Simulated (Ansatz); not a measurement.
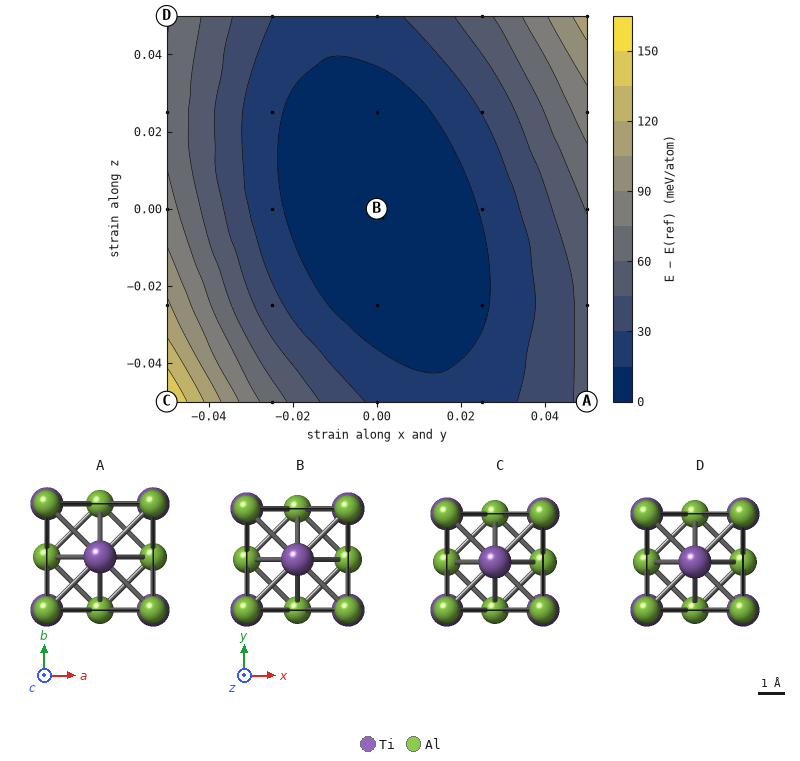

Energy scan for crystalline Ti3Al5 (P4/mmm), in which the cell is strained equally along x and y and separately along z, with the atoms kept at their fractional coordinates. x, y and z are the Cartesian axes of the input. The map is interpolated between the computed points (dots). The lettered frames are marked on it. A ball-and-stick model of the cell of the calculation, seen along the c axis.

Level of theory: DFT r2SCAN, scalar-relativistic, plane waves, PAW in Ansatz 0.2.0. Set-up: plane-wave cutoff 500 eV; k-point mesh 10 × 10 × 6; occupations gaussian; smearing width 0.15 eV; no spin polarisation. Energies (free energies at the smearing named) are counted from the relaxed crystal.

> What does the map show?

In pairs of (strain along x and y; strain along z): the lowest computed point lies at (0.000, 0.000) (0.0 meV/atom), the highest at (−0.050, −0.050) (152.3 meV/atom). The valley is tilted: raising the in-plane strain is made harder by raising the strain along z (cross term 0.39 of the geometric mean of the two curvatures). Over the ranges scanned the energy rises more along the first axis, the in-plane strain. The pressure runs from −12.9 GPa at (0.050, 0.050) to 24.5 GPa at (−0.050, −0.050). The frames lie at A (0.050, −0.050): 48.3 meV/atom, B (0.000, 0.000): 0.0 meV/atom, C (−0.050, −0.050): 152.3 meV/atom, D (−0.050, 0.050): 76.4 meV/atom.
